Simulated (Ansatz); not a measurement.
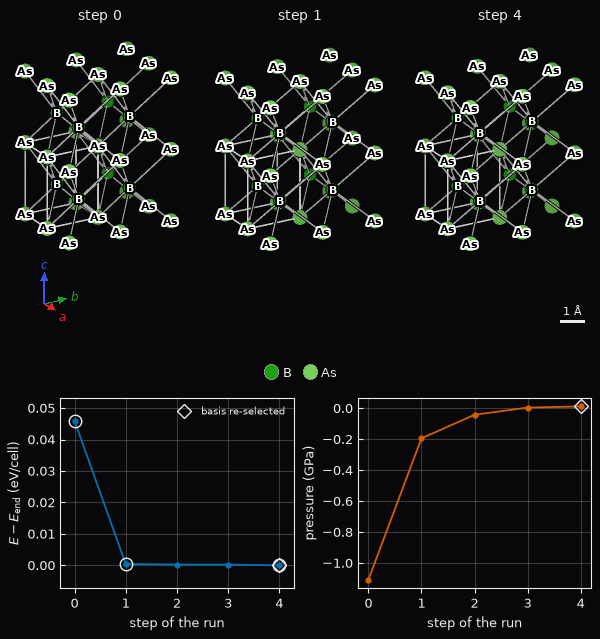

Frames of a relaxation of a crystal of BAs (a generated structure, set up in P-6m2), marked on the history of the run. The picture is a ball-and-stick view of the cell of the calculation, repeated 2 × 2 × 2 with one cell outlined, seen slightly off an axis.

Level of theory: DFT PBE, scalar-relativistic, plane waves, PAW in Ansatz 0.2.0. Set-up: plane-wave cutoff 420 eV; k-point mesh 24 × 24 × 18; occupations gaussian; smearing width 0.1 eV; no spin polarisation; cell and atoms relaxed; force threshold 0.01 eV/Å; at most 80 steps.

Question: Describe the path.

Answer: The atoms keep their places relative to the cell (all moves are under 0.005 Å). The drawn cell changes as follows: a = b 3.116 → 3.195 Å (+2.5 %), c 3.041 → 2.898 Å (−4.7 %); the volume changes by +0.2 %. Near-neighbour distances that change, for instance: As–B 2.356 → 2.346 Å. Bond angles that change, for instance: B–As–B 80.4° → 76.3°, As–B–As 80.4° → 76.3°, B–As–B 82.8° → 85.8°. The space group stays P-6m2 (No. 187). Over 3 accepted moves (4 points after the start) the energy falls by 45.9 meV per cell of the calculation. All forces vanish by symmetry, so only the cell relaxes. Pressure: −1.11 GPa at the start and 0.01 GPa at the end. At 1 point the geometry stayed and the basis and grid were re-selected for the new cell (energy shift of 0.2 meV per cell of the calculation at most each time). From step 0 to 1: volume +0.4 %, energy −45.5 meV per cell of the calculation. From step 1 to 4: volume −0.2 %, energy −0.4 meV per cell of the calculation.

```
step  E − E(0), meV/atom  pressure, GPa  volume, Å³/atom                      note
   0                0.00          -1.11           12.786                          
   1              -22.74          -0.19           12.838                          
   2              -22.84          -0.04           12.811                          
   3              -22.84           0.00           12.807                          
   4              -22.96           0.01           12.807  same geometry, new basis
```
